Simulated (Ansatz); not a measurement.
**La$_{5}$O: single-point calculation**

System: La$_{5}$O (P6/mmm, 6 atoms in the cell).
Method: DFT PBE, scalar-relativistic, plane waves, PAW, no spin polarisation (Ansatz 0.2.0).

The structure was made by a generator, so it may or may not be a known phase.

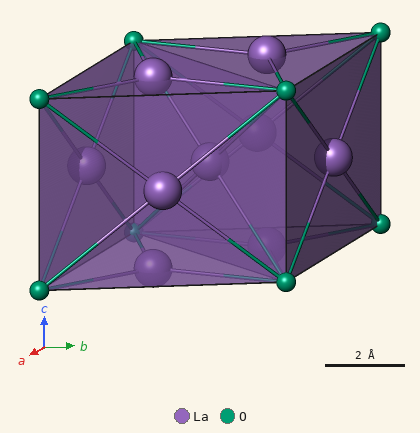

**Figure 1.** The structure (polyhedral view of the cell of the calculation, seen slightly off an axis; polyhedra are completed across the faces of the cell). An atom can appear more than once, as a periodic image.

### Input file
```yaml
crystal:
  lattice:
    - [6.31051994, 0.0, 0.0]
    - [-3.15525997, 5.46507057, 0.0]
    - [0.0, 0.0, 5.01466577]
  atoms:
    - { symbol: La, position: [0.33333333, 0.66666667, 0.0] }
    - { symbol: La, position: [0.66666667, 0.33333333, 0.0] }
    - { symbol: La, position: [0.5, 0.0, 0.5] }
    - { symbol: La, position: [0.5, 0.5, 0.5] }
    - { symbol: La, position: [0.0, 0.5, 0.5] }
    - { symbol: O, position: [0.0, 0.0, 0.0] }
basis:
  ecutwfc: 420
kpoints:
  mp_grid: { grid: [3, 3, 4] }
hamiltonian:
  xc: pbe
scf:
  occupations: { method: gaussian, width: 0.1 }
  lower_state_search: "off"
output:
  forces: true
  stress: true
  eigenvalues: true
```

Machine: 1 thread of Intel Xeon @ 2.50GHz (Skylake/Cascade Lake), 189 GiB of memory available, shared host.

Launch command:
```bash
ansatz run input.yaml --threads 1 --pin off --max-ram 2560MiB --backend cpu --events-out ev --progress --plain --runs-dir out
```

### Output
```
Engine: ansatz 0.2.0, x86_64-unknown-linux-gnu
Pseudopotentials: kind: paw
Pseudopotential: La, paw, valence charge 11, recommended cutoff 420 eV (normal), La.paw.azcp
Pseudopotential: O, paw, valence charge 6, recommended cutoff 420 eV (normal), O.paw.azcp
Functional definition: PBE
  parameter kappa = 0.804
  parameter beta = 0.06672455060314922
  exchange = pbe_x(kappa = kappa, mu = beta*pi^2/3)
  correlation = pbe_c(beta = beta)
Crystal: 6 atoms, lattice volume = 172.943 Å³
Basis set: ecut = 420 eV, 3401 PW (Γ), exchange–correlation on 90×90×72 points (8 copies of the dense FFT grid, shifted against one another)
Bands: 37, of which v1, the nominal top of the filled ones, is band 31 counted from 1 (30 counted from 0)
Symmetry: 24 space group operations
Space group: P6/mmm (ITA 191), of the structure as read, at distance tolerance 5.6e-5 Å
k-points: 9 of 36
Non-local potential: La, projectors of the file, l = 0: 3, l = 1: 2, l = 2: 2, l = 3: 3
Non-local potential: O, projectors of the file, l = 0: 2, l = 1: 2, l = 2: 1
PAW form: soft (Blöchl's): semilocal exchange-correlation on the pseudo side does not see the compensation charge
PAW one-centre angular grid: La, 590 points (default); XC on 64 Gauss nodes
PAW one-centre angular grid: O, 110 points (default); XC on 64 Gauss nodes
Initial density: superposition of atomic densities (neutral atoms: chi_scale 0, normalization atom), corrected by the library's trained network
Initial wavefunctions: pseudopotential atomic-orbital guess
Functional: x = pbe(κ = 0.804, μ = 0.2195149727645171), c = pbe(β = 0.06672455060314922)
SCF iter   1: F=—  HF=-31810.355270 eV  |F-HF|=—  |Δ(HF+E_count)|=         —  Δρ=2.32e-2  dr2=1.66e0  ethr=1.77e-3  ⟨swp⟩=4.7  Hψ=1580  notcnv=0
preconditioner: auto → Kerker (q_TF=auto, 2.293 Å⁻¹)  [metal: Δε(μ)=0.023 eV  Ē_g=11.362 eV  σ=0.100 eV  W_gap=0.13  n_scr=26 (ndim 8)  ℏωp=20.2 eV  f_vac=0.005  D(μ)=14.77/eV (n_scr^D=162)]
SCF iter   2: F=—  HF=-31810.222434 eV  |F-HF|=—  |Δ(HF+E_count)|=   1.33e-1  Δρ=6.42e-3  dr2=1.84e-1  ethr=1.77e-3  ⟨swp⟩=2.1  Hψ=488  notcnv=0  defer=3
SCF iter   3: F=—  HF=-31810.202499 eV  |F-HF|=—  |Δ(HF+E_count)|=   1.99e-2  Δρ=2.16e-3  dr2=1.34e-2  ethr=3.01e-4  ⟨swp⟩=1.9  Hψ=366  notcnv=0  defer=4
SCF iter   4: F=—  HF=-31810.200620 eV  |F-HF|=—  |Δ(HF+E_count)|=   1.88e-3  Δρ=5.86e-4  dr2=1.11e-3  ethr=2.20e-5  ⟨swp⟩=2.0  Hψ=588  notcnv=0  defer=4
SCF iter   5: F=—  HF=-31810.200703 eV  |F-HF|=—  |Δ(HF+E_count)|=   8.28e-5  Δρ=1.72e-4  dr2=8.05e-5  ethr=1.82e-6  ⟨swp⟩=2.0  Hψ=475  notcnv=0  defer=4
SCF iter   6: F=—  HF=-31810.200708 eV  |F-HF|=—  |Δ(HF+E_count)|=   4.98e-6  Δρ=7.13e-5  dr2=1.45e-5  ethr=1.32e-7  ⟨swp⟩=2.3  Hψ=512  notcnv=0  defer=4
SCF iter   7: F=—  HF=-31810.200709 eV  |F-HF|=—  |Δ(HF+E_count)|=   1.42e-6  Δρ=2.29e-5  dr2=1.09e-6  ethr=2.38e-8  ⟨swp⟩=2.0  Hψ=451  notcnv=0  defer=4
SCF iter   8: F=-31810.200710 eV  HF=-31810.200710 eV  |F-HF|=5.41e-8  |Δ(HF+E_count)|=   7.72e-7  Δρ=5.75e-6  dr2=6.37e-8  ethr=1.64e-10  ⟨swp⟩=9.2  Hψ=1836  notcnv=0
SCF 1 converged in 8 iterations: F = -31810.200710 eV  dr2 = 6.37e-8
  greatest PAW one-centre occupation: 0.968 electrons in one spin orbital (limit 2), on the La atom at site 1 (counted from 0), in its partial waves of l = 0
```

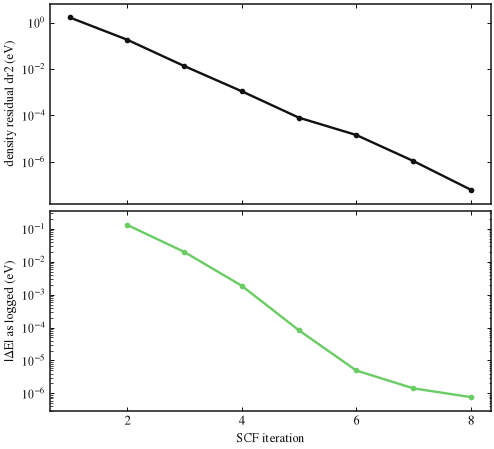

**Figure 2.** Convergence of the self-consistent field: density residual dr2 and size of the energy change against the SCF iteration. The residual falls at every step.

```
SCF converged after 8 iterations
Free energy (F): -31810.200710 eV
Harris-Foulkes:  -31810.200710 eV  (|F-HF|=5.41e-8)
Internal energy: -31810.134577 eV  (E = F + TS)
E sigma→0 (E₀):  -31810.167643 eV
Entropy (-TS):   -0.066133 eV (-11.022 meV/atom)
Fermi energy:    11.747247 eV
--- Per-component energies (eV) ---
  E_band       = -145.674584
  E_kinetic    = 1171.999943
  E_local      = -2241.229674  (includes V_loc(G=0)·N_el)
  E_nonlocal   = 526.198093
  E_hartree    = 796.376177
  E_xc         = -781.180912
  E_vxc        = -847.158207  (∫ρ·V_xc dr)
  E_paw        = -27239.159672  (= ΣΔE_a)
  E_vpaw       = -348.245965  (= ΣTr[D̂ρ^β])
  E_aug_tail   = 0.002238  (compensation charges beyond the density's cutoff)
  E_ewald      = -4043.140769
  E_smearing   = -0.066133  (= −TS)
  E_closure    = 0.000000  (closes the sum)
  Σ components = -31810.200710   (vs F -31810.200710, Δ=0.00e0)
--- Forces (eV/Å), atoms counted from 1 ---
  atom   1  La     0.00000000     0.00000000    -0.00000000
  atom   2  La     0.00000000    -0.00000000     0.00000000
  atom   3  La    -0.00000000    -0.00000000    -0.00000000
  atom   4  La    -0.00000000     0.00000000     0.00000000
  atom   5  La    -0.00000000     0.00000000     0.00000000
  atom   6  O      0.00000000    -0.00000000     0.00000000
  max |Σ_I F_I| component: 1.39e-17 eV/Å
--- Stress (GPa, compression-positive) ---
        2.906444      -0.000000       0.000000
       -0.000000       2.906444      -0.000000
        0.000000      -0.000000       9.585827
  P = ⅓ Tr σ = 5.1329 GPa (51.329 kbar)
--- Band table (eV; the first three rows and the last of 9) ---
  k-point 0: bands = ["-21.3519", "-20.3813", "-20.3813", "-20.3766", "-20.1056", "-6.7698", "-6.6363", "-5.6104", "-5.6104", "-4.7535", "-4.6488", "-4.6488", "-4.4936", "-4.4936", "-3.9538", "-3.9538", "-3.9227", "-3.5111", "-2.8400", "-2.8400", "-2.3025", "8.5247", "10.0976", "10.0976", "10.4343", "10.4343", "10.5213", "10.5421", "10.7640", "10.7640", "11.2705", "12.7301", "12.8667", "12.8667", "13.0722", "13.0722", "13.1000"]
  k-point 1: bands = ["-21.2216", "-20.3779", "-20.3779", "-20.3699", "-20.2803", "-7.1782", "-6.2041", "-5.5139", "-5.5139", "-5.5016", "-5.5016", "-3.9885", "-3.9885", "-3.9415", "-3.9227", "-3.5093", "-3.4854", "-3.4854", "-3.0910", "-2.9747", "-2.9747", "8.9100", "9.8406", "9.8406", "10.0631", "10.5820", "10.8317", "10.8317", "11.2471", "11.2471", "11.4211", "11.6599", "11.6599", "11.8611", "12.5636", "13.2562", "13.2562"]
  k-point 2: bands = ["-21.0134", "-20.5321", "-20.3746", "-20.3746", "-20.3632", "-7.5354", "-5.8524", "-5.8524", "-5.4019", "-5.4019", "-4.8864", "-4.6253", "-4.0411", "-4.0411", "-3.9059", "-3.5075", "-3.2850", "-3.1045", "-3.1045", "-2.9704", "-2.9704", "9.3291", "9.3582", "9.7142", "9.7142", "10.0905", "10.4841", "10.4841", "11.0236", "11.6884", "11.6884", "12.1931", "12.1931", "12.2565", "12.7070", "12.7070", "13.1322"]
  k-point 8: bands = ["-20.7101", "-20.7101", "-20.4487", "-20.4487", "-20.3776", "-6.2773", "-6.2773", "-5.9057", "-5.4438", "-5.4438", "-4.9857", "-4.3240", "-4.3240", "-3.9393", "-3.9133", "-3.6886", "-3.4493", "-3.4493", "-3.3324", "-3.3324", "-3.0045", "10.1253", "10.1253", "10.1366", "10.4965", "10.6373", "10.6373", "11.2059", "11.7068", "11.7068", "11.7291", "11.7291", "11.8421", "11.8941", "11.8941", "12.7608", "12.7608"]
```

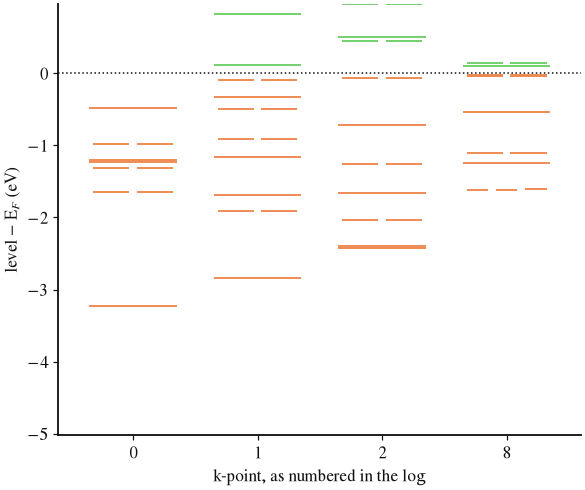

**Figure 3.** Kohn–Sham levels near the Fermi level (dotted) at the few k-points that the log prints; levels within 0.02 eV of each other stand side by side. The system is metallic on the full mesh.

### Summary

| quantity | value |
| --- | --- |
| outcome | converged |
| space group (tolerance 0.01 Å) | P6/mmm (191) |
| electrons treated | 61 |
| free energy | −31810.2007 eV |
| Fermi energy | 11.747 eV |
| gap on the k-point mesh | none (metallic) |
| pressure | 5.13 GPa |
| largest force (length of the vector) | under 0.001 eV/Å |
| wall time | 11 s |
| peak memory | 0.45 GiB |

### Notes

The cell holds an odd number of electrons but the run has no spin polarisation, so a band is left half filled.
